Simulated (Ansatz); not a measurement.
Here is a crystal structure:

```
Mo S
1.0
     2.94761    0.00000    0.00000
    -1.47381    2.55271    0.00000
     0.00000    0.00000    5.89750
Mo S
1 2
Direct
  0.00000 0.00000 0.00000
  0.33333 0.66667 0.26849
  0.33333 0.66667 0.73151
```

Summarise the structure in words.

Answer. Its composition is MoS$_{2}$. Its lattice is primitive hexagonal, its space group P-6m2 (No. 187). The cell comprises 1 formula unit: 1 Mo, 2 S. Around each Mo lie six S in a trigonal prismatic arrangement at 2.32 Å. The neighbours of S are three Mo in a trigonal pyramidal arrangement at 2.32 Å. Not all metal-metal contacts are counted. The bonds build MoS2 layers parallel to (001).

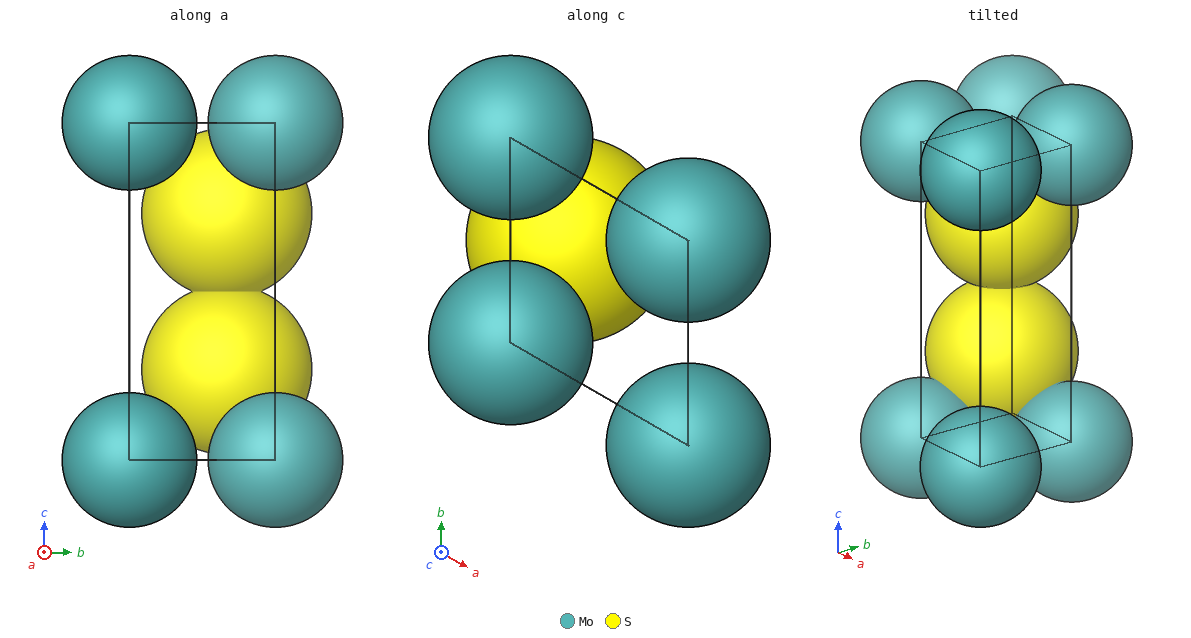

Structure drawing (space-filling), viewed along the a axis, along the c axis and slightly off an axis. The frame is the conventional unit cell; atoms at its boundary are shown with their periodic copies. Colours: molybdenum teal, sulfur yellow.

Starting structure: a structure listed in the Materials Project. Earlier steps of the study may have refined or changed the cell and positions. It was run through Ansatz as a DFT input.

At this level of theory the cell isn't at rest (compressed, at 30 GPa), so its distances can differ from those at equilibrium, the more so the softer the solid.
